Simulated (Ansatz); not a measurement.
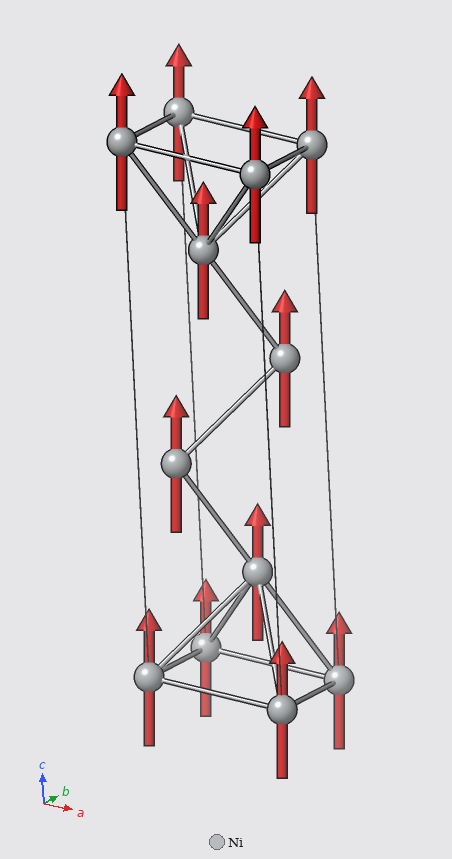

Drawn in the ball-and-stick manner and seen slightly off an axis. The box is the cell (the run's own, in a reduced setting); atoms on or close to its faces, edges and corners are drawn wherever they repeat. Arrows are the site magnetic moments above 0.25 μB; longer means larger, and red and blue are up and down (without spin-orbit coupling the axis itself is arbitrary).

This is the state reached for Ni. Theory: Ansatz, DFT PBE, scalar-relativistic, plane waves, PAW. Numerical settings: a basis cut at 420 eV, k-points about 0.26 Å⁻¹ apart, Gaussian smearing of 0.1 eV, collinear spins.

Characterise the magnetic order.

Ferromagnetic (within this cell). Site moments: 5 Ni +0.7 μB. The net spin moment of the whole cell is 3.3 μB.

Origin of the cell: a structure listed in the Materials Project. It was relaxed with Ansatz, DFT PBE, scalar-relativistic, plane waves, PAW under a constraint or pressure on the cell, so some stress remains.

At this level of theory the run's own cell isn't at rest (stretched, at -4 GPa), so its distances can differ from those at equilibrium, the more so the softer the solid, and its magnetic state may change on relaxation.
